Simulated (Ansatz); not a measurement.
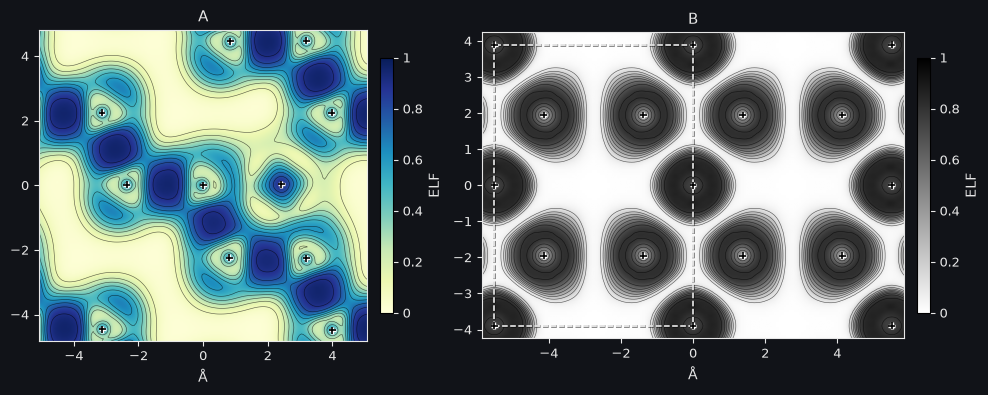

The electron localisation function of 2 systems, each on a plane through atoms (crosses mark nuclei in the plane).

Computed with DFT PBE, scalar-relativistic, plane waves, PAW (Ansatz 0.2.0).

System 1: CaF$_{2}$, the (011) plane of the conventional cell. Space group Fm-3m.

```cif
data_structure
_symmetry_space_group_name_H-M 'P 1'
_symmetry_Int_Tables_number 1
_cell_length_a 5.5104
_cell_length_b 5.5104
_cell_length_c 5.5104
_cell_angle_alpha 90.000
_cell_angle_beta 90.000
_cell_angle_gamma 90.000
_cell_volume 167.32
loop_
_atom_site_label
_atom_site_type_symbol
_atom_site_fract_x
_atom_site_fract_y
_atom_site_fract_z
_atom_site_occupancy
Ca1 Ca 0.00000 0.00000 0.00000 1
Ca2 Ca 0.50000 0.50000 0.00000 1
Ca3 Ca 0.50000 0.00000 0.50000 1
Ca4 Ca 0.00000 0.50000 0.50000 1
F1 F 0.25000 0.25000 0.25000 1
F2 F 0.75000 0.75000 0.25000 1
F3 F 0.75000 0.25000 0.75000 1
F4 F 0.25000 0.75000 0.75000 1
F5 F 0.75000 0.25000 0.25000 1
F6 F 0.25000 0.75000 0.25000 1
F7 F 0.25000 0.25000 0.75000 1
F8 F 0.75000 0.75000 0.75000 1
```

System 2: FeSi$_{32}$ (cell charge +1, with a compensating background) (cell with a defect), the (010) plane of the calculation cell. Spin-polarised.

```xyz
33
Lattice="5.4701 5.4701 5.4701 5.4701 -5.4701 -5.4701 -5.4701 5.4701 -5.4701" Properties=species:S:1:pos:R:3 pbc="T T T"
Si    6.8348    1.3764   -1.3778
Si    4.0733    6.8341   -4.0693
Si    4.1098    4.1056   -1.3491
Si    1.3816    1.3787   -6.8307
Si    6.8335    4.0978    1.3711
Si    4.1096    1.3479   -4.1066
Si   -1.3705    4.1021   -6.8273
Si    1.3814    6.8292   -1.3796
Si    4.1051    6.8269    1.3708
Si    1.3544    4.1038   -4.1050
Si    4.0748    4.0695   -6.8354
Si    1.4282    1.4288   -1.4316
Si   -1.3708    6.8265   -4.1028
Si    6.8385    4.0635   -4.0649
Si    4.1059   -1.3728   -6.8276
Si    6.8334   -1.3732   -4.0992
Si    5.4698   -0.0062   -2.7278
Si    8.1832    0.0027   -0.0041
Si    2.7910    2.7835   -2.7843
Si    0.0095    0.0033   -8.1782
Si    5.4695    2.7262    0.0050
Si    2.7311   -0.0062   -5.4671
Si    2.7278   -2.7119   -2.7221
Si   -0.0025    5.4652   -2.7297
Si    2.7307    5.4655    0.0050
Si   -0.0022    2.7285   -5.4664
Si    2.7283    2.7219    2.7116
Si    0.0181    0.0112   -2.7260
Si    2.7214    0.0129   -0.0135
Si    0.0091    8.1774   -0.0044
Si   -2.7036    2.7199   -2.7207
Si    0.0188    2.7233   -0.0124
Fe    0.0339    0.0224   -0.0190
```

Match each panel to its system.

Answer. Panel A is system 2, FeSi$_{32}$: the plane holds Si and Fe. Si–Si (2.36 Å): the ELF peaks at about 0.95 between the atoms. Panel B is system 1, CaF$_{2}$: the plane holds Ca and F. Ca–F (2.39 Å): the ELF is about 0.05 at the midpoint (a closed-shell, largely ionic contact).
